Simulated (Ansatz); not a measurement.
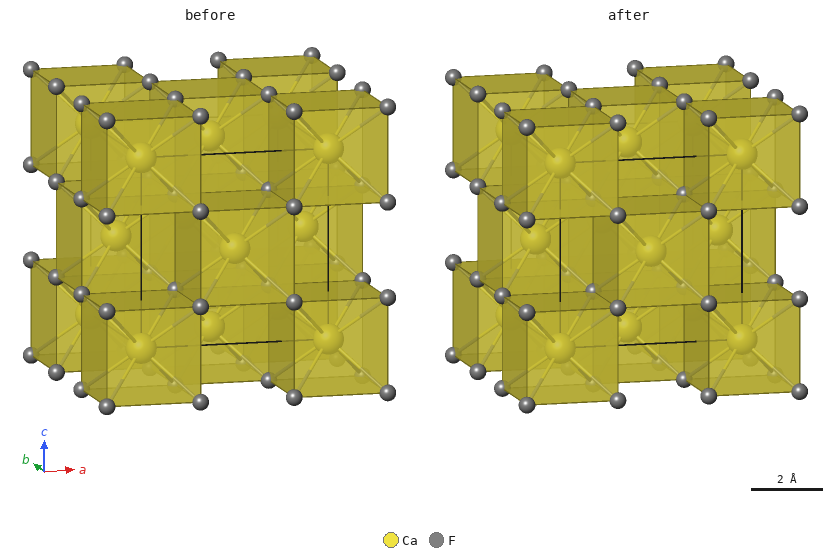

Left: a symmetric starting cell of CaF2. Right: the same structure after one change, at the same scale. Style: polyhedral. Shown: the conventional cell (4 times the calculation's cell), slightly off an axis. Lengths and directions refer to the drawn axes.

Theory: DFT r2SCAN, scalar-relativistic, plane waves, PAW (Ansatz 0.2.0). Set-up: plane-wave cutoff 500 eV; k-point mesh 8 × 8 × 8; occupations gaussian; smearing width 0.02 eV; no spin polarisation.

> Which change leads from the left to the right?

All lengths are scaled by −2.9 % (volume −8.4 %), the atoms keeping their fractional coordinates. No relaxation follows. The starting cell wasn't computed here and needn't be at equilibrium, so pressure and forces aren't due to the change alone.

> How do the computed properties respond?

The pressure is 8.0 GPa (not all of it need come from the change, since the unchanged cell can be under pressure at this level too). All forces vanish by symmetry. Some distances before and after: Ca–F 2.365 → 2.297 Å. The space group stays Fm-3m (No. 225).
